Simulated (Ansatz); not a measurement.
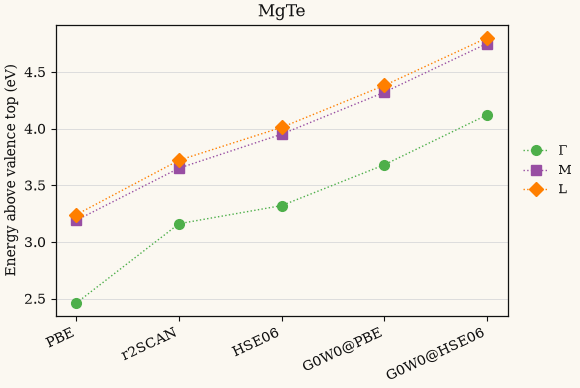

Lowest conduction level at each named k point, counted from the valence-band top at Γ, by several methods on one cell of wurtzite MgTe, space group P6_3mc, 4 atoms in the cell, relaxed with r2SCAN; a = 4.578 Å, c = 7.455 Å (hexagonal axes). All runs are without spin-orbit coupling and carry no moments.

Question: Does G0W0@HSE06 shift these levels rigidly from HSE06?

Answer: The shifts are +0.80 eV at Γ, +0.80 eV at M and +0.79 eV at L, and at points that aren't plotted +0.85 eV (A), +0.73 eV (K) and +0.85 eV (H): over the named points that both runs hold, a spread of 0.12 eV on a mean of 0.80 eV, so one shift describes them well.

Question: How do the methods rank at Γ?

Answer: From low to high: PBE 2.46, r2SCAN 3.16, HSE06 3.32, G0W0@PBE 3.68, G0W0@HSE06 4.12 eV.

Question: Do the methods agree on which of these conduction levels is lowest?

Answer: Yes: all put it at Γ.

```
    method  program  Γ (eV)  M (eV)  L (eV)
       PBE   Ansatz    2.46    3.19    3.24
    r2SCAN   Ansatz    3.16    3.65    3.72
     HSE06   Ansatz    3.32    3.95    4.01
  G0W0@PBE   Ansatz    3.68    4.32    4.38
G0W0@HSE06   Ansatz    4.12    4.75    4.80
```

Settings. PBE: Ansatz PAW set, 6×6×4 k mesh, 420 eV cutoff, Fermi-Dirac smearing of 0.02 eV (Ansatz 0.2.0). r2SCAN: Ansatz PAW set, 6×6×4 k mesh, 500 eV cutoff, fixed occupations (Ansatz). HSE06: Ansatz PAW set, 6×6×2 k mesh, 420 eV cutoff, fixed occupations (Ansatz 0.2.0). G0W0@PBE: PBE, Ansatz PAW set, 6×6×2 k mesh, 420 eV cutoff, fixed occupations (Ansatz 0.2.0), G0W0 with empty bands 508, screening cutoff 140 eV and frequency treatment contour deformation. G0W0@HSE06: HSE06, Ansatz PAW set, 6×6×2 k mesh, 420 eV cutoff, fixed occupations (Ansatz), G0W0 with empty bands 741, screening cutoff 180 eV and frequency treatment contour deformation.

These are five of the 7 methods that were run on this cell. Spin-orbit coupling is left out, which matters for Te. r2SCAN, HSE06 and G0W0@HSE06: the PAW data sets were made with another functional. LDA, GGA and most meta-GGA functionals understate gaps. HSE06 and G0W0@HSE06: the k mesh is coarse, so the values aren't converged, least of all with exact exchange. G0W0@PBE: the k mesh is coarse, so the values aren't converged. The GW runs differ in bands or cutoffs. The GW values are at finite bands, cutoffs and mesh, short of the basis limit.
